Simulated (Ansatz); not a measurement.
Re

Input file:

```
crystal:
  lattice:
    - [0.0, 1.9291695123, 1.9291695123]
    - [1.9291695123, 0.0, 1.9291695123]
    - [1.9291695123, 1.9291695123, 0.0]
  atoms:
    - { symbol: Re, position: [0.0, 0.0, 0.0] }
basis:
  ecutwfc: 420
kpoints:
  mp_grid: { grid: [18, 18, 18] }
hamiltonian:
  xc: lda
scf:
  occupations: { method: gaussian, width: 0.1 }
output:
  forces: true
  stress: true
  eigenvalues: true
  write_density: true
  write_potential: true
  elf: true
  volumetric_format: npy
relax:
  adjacent_minimum: "off"
  f_tol: 0.005
  max_steps: 80
  cell: { stress_tol: 0.05 }
```

Run with:

```sh
ansatz run input.yaml --threads 1 --pin off --max-ram 3072MiB --backend cpu --events-out ev --progress --plain --runs-dir out
```

Below, planes, directions and counts refer to the conventional cell (a = 3.86 Å, b = 3.86 Å, c = 3.86 Å, α = 90.00°, β = 90.00°, γ = 90.00°).

The fields are those of the relaxed geometry.

Space group Fm-3m; computed without spin polarisation.

Method: Ansatz, DFT LDA, scalar-relativistic, plane waves, PAW.

Predict the valence pseudo-density and electron localisation function between the atoms.

Answer. Re–Re (2.73 Å): ρ is about 0.44 e/Å³ halfway; the ELF is about 0.40 at the midpoint.

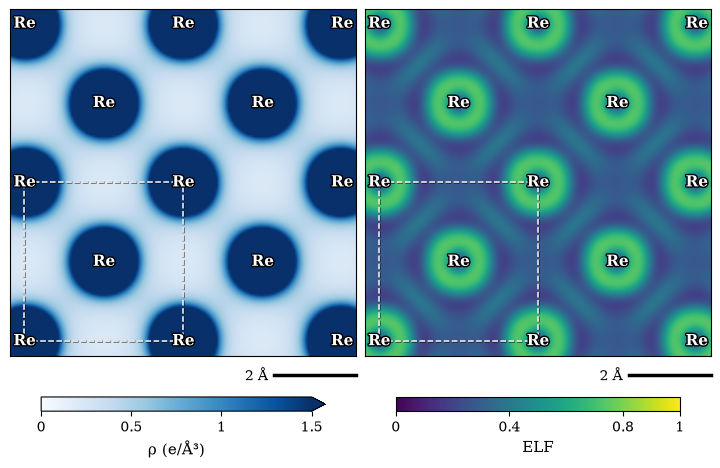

Computed valence pseudo-density and electron localisation function on the (010) plane of the conventional cell, in this order. 

In a PAW calculation such maps are meaningful between the atoms, not at the nuclei.
